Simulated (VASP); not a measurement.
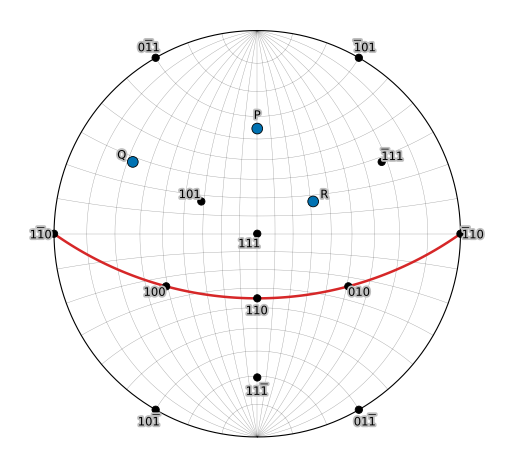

Crystal: InP, the end point of a relaxation with VASP Kohn-Sham DFT of a periodic cell, PBE, VASP PAW PBE potentials, materialsproject in VASP. Stereographic projection of plane normals (upper hemisphere) centred on (1 1 1). The drawing is computed from the coordinates (standard cell, symmetry found to 0.002 Å).

a = 5.958 Å, b = 5.958 Å, c = 5.958 Å, α = 90.00°, β = 90.00°, γ = 90.00°.

Q: Index the poles marked P, Q, R.

A: P is (0 0 1), 54.7° from the centre; Q is (1 −1 1), 70.5° from the centre; R is (0 1 1), 35.3° from the centre.

Q: Which zone does the coloured great circle trace?

A: The zone [0 0 1]: its poles satisfy l = 0.

Q: What is the angle between the normals of (0 1 −1) and (0 1 1), and what are their d_hkl = 1/|g|?

A: 90.0°; d = 4.213 Å and 4.213 Å.
